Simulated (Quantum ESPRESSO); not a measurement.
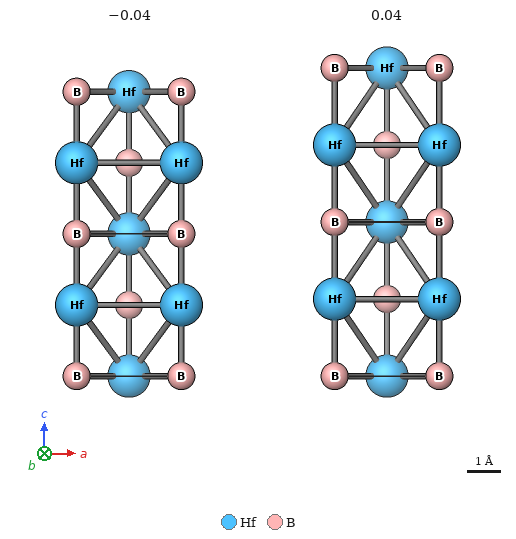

Crystalline HfB (set up in I4/mmm), held at several strains, with the atoms relaxed (per unit of the tabulated number the cell is strained by 1.0 along c). The picture shows the first and the last member. The picture is a ball-and-stick view of the conventional cell (2 times the calculation's cell), repeated 1 × 1 × 2 with one cell outlined, seen along the b axis. Lengths and directions refer to the drawn axes.

Computed with Quantum ESPRESSO 7.5: PBEsol, GBRV 1.5 PBEsol. (plane-wave cutoff 612.3 eV; k-point mesh 10 × 10 × 10; occupations fermi-dirac; smearing width 0.05 eV; no spin polarisation)

```csv
strain,energy (meV/atom)
−0.04,118.85
−0.02,48.53
−0.01,21.74
0,0.00
0.01,−17.08
0.02,?
0.04,−43.67
```

One row is withheld. What does the calculation give there?

Answer. A parabola through three neighbouring rows (0, 0.01, 0.04) gives, with Lagrange weights, (−0.5000)(0.00) + (1.3333)(−17.08) + (0.1667)(−43.67) = −30.05 meV/atom. The calculation gives −29.84 meV/atom. The estimate is 0.21 meV/atom too low. The lowest tabulated energy lies at 0.04, so the unstrained cell isn't a minimum along this strain at this level. From the first member to the last: B–Hf 2.218 → 2.402 Å, Hf–Hf 3.202 → 3.333 Å.

The whole series:

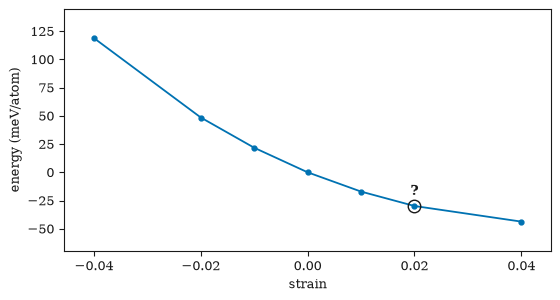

Each member starts from this one structure; whether another phase lies lower wasn't checked.
